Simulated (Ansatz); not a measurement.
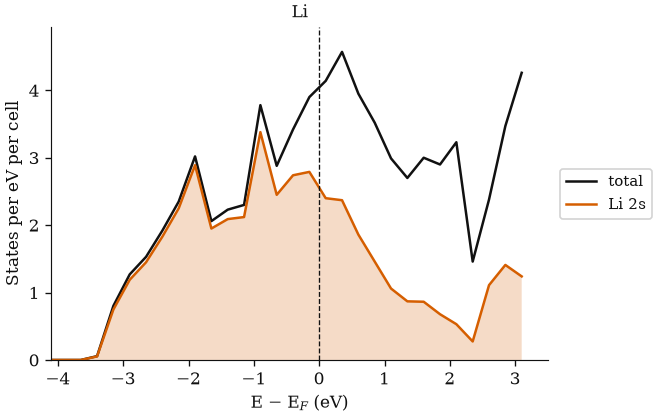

Density of states. Energies are counted from the Fermi level. The partial curves are projected on Löwdin-orthogonalised atomic shells; they sum to less than the total at higher energies, where shells without a projector contribute.

Structure: Li, space group P1 (No. 1), 8 atoms in the cell.

Method: DFT with PBE, PAW plane waves, no spin polarisation, 5×3×4 k mesh, 420 eV cutoff (Ansatz).

> Metal or insulator, and how many states lie at the Fermi level?

It is a metal. The density of states at the Fermi level is about 4 per eV and cell (mean within 0.25 eV), or 0.5 per atom.

The atoms aren't at rest in this cell (largest force 1.2 eV/Å), so the relaxed material can differ.
